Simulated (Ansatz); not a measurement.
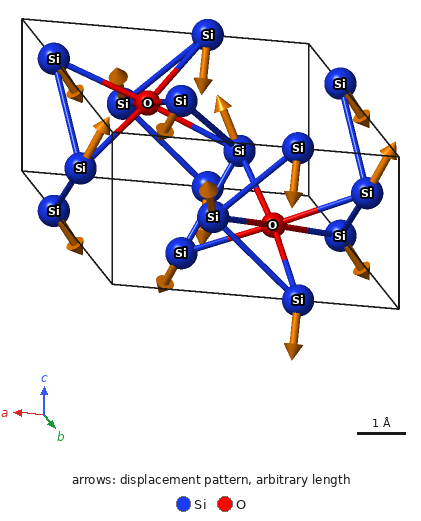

One vibrational mode of solid Si3O (a generated structure) at the zone centre. Displacements are drawn as orange arrows; their common scale and sign are arbitrary. A ball-and-stick model of the cell of the calculation, seen from a free direction.

The calculation used DFT PBE, scalar-relativistic, plane waves, PAW (Ansatz 0.2.0).

Input file:
```yaml
crystal:
  lattice:
    - [6.1312809552, 0.0, 0.0]
    - [-3.0656404776, 5.309845065, 0.0]
    - [0.0, 0.0, 3.4834198385]
  atoms:
    - { symbol: Si, position: [0.3519637054, 0.0, 0.0] }
    - { symbol: Si, position: [0.3519637054, 0.3519637054, 0.5] }
    - { symbol: Si, position: [0.0, 0.3519637054, 0.0] }
    - { symbol: Si, position: [0.6480362946, 0.0, 0.5] }
    - { symbol: Si, position: [0.6480362946, 0.6480362946, 0.0] }
    - { symbol: Si, position: [0.0, 0.6480362946, 0.5] }
    - { symbol: O, position: [0.3333333333, 0.6666666667, 0.25] }
    - { symbol: O, position: [0.6666666667, 0.3333333333, 0.75] }
basis:
  ecutwfc: 420
kpoints:
  mp_grid: { grid: [6, 6, 12] }
hamiltonian:
  xc: pbe
scf:
  occupations: { method: fermi_dirac, width: 0.15 }
output:
  eigenvalues: true
phonons:
  method: dfpt
  eigenvectors: true
  qmesh: [2, 2, 4]
  temperatures: { t_max: 1000, t_step: 100 }
  qpath:
    path:
      - [[0.0, 0.0, 0.0], [0.5, 0.0, 0.0], [0.33333333, 0.33333333, 0.0], [0.0, 0.0, 0.0], [0.0, 0.0, 0.5], [0.5, 0.0, 0.5], [0.33333333, 0.33333333, 0.5], [0.0, 0.0, 0.5]]
      - [[0.5, 0.0, 0.5], [0.5, 0.0, 0.0]]
      - [[0.33333333, 0.33333333, 0.5], [0.33333333, 0.33333333, 0.0]]
    npoints: 8
```

Run as
```bash
ansatz run input.yaml --threads 4 --pin off --max-ram 12288MiB --backend cpu --events-out ev --progress --plain --runs-dir out
```

The frequencies depend somewhat on the k-mesh and the smearing.

### Give the symmetry, activity and frequency of this mode.

This is the B₂ mode at 10.5 THz, the highest optical level (5 lower levels are imaginary, so the structure is unstable), silent by symmetry (neither infrared- nor Raman-active). The O atoms stay at rest; atoms of one kind move against one another, with no net shift of their sublattice.
